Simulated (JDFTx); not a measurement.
```yaml
crystal:
  lattice:
    - [1.66577, -1.76563, -2.29581]
    - [1.68238, 1.81521, -2.32119]
    - [3.42680, 0.01615, 0.05807]
  atoms:
    - { symbol: Sn, position: [0.00000, 0.00000, 0.50000] }
```

Space group P-1; a structure from a database of computed crystals, not necessarily the ambient phase; changed on purpose from its base cell (cell strained at random at fixed volume).

Computed with Kohn-Sham DFT of a periodic cell, PBE, PseudoDojo-SR-PBE-0.5-standard (JDFTx 1.7.0 (patched build)).

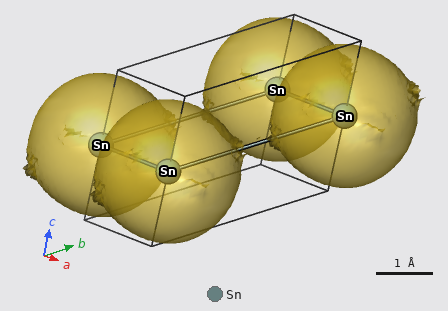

Sn. Isosurface of the valence pseudo-density at 0.2 e/Å³ (yellow), seen slightly off an axis. Sticks mark near contacts.

Question: Which contacts does the surface bridge?

Answer: At this value the density breaks into separate islands; it holds about 85 % of the electrons treated as valence. It bridges none of the near contacts. It is pinched off along the shortest Sn–Sn (3.34 Å), Sn–Sn (3.39 Å) and Sn–Sn (3.44 Å) contacts. On the grid the lowest density along these lines, outside the cores, is 0.12 e/Å³ (Sn–Sn, 3.34 Å), 0.12 e/Å³ (Sn–Sn, 3.39 Å) and 0.13 e/Å³ (Sn–Sn, 3.44 Å).
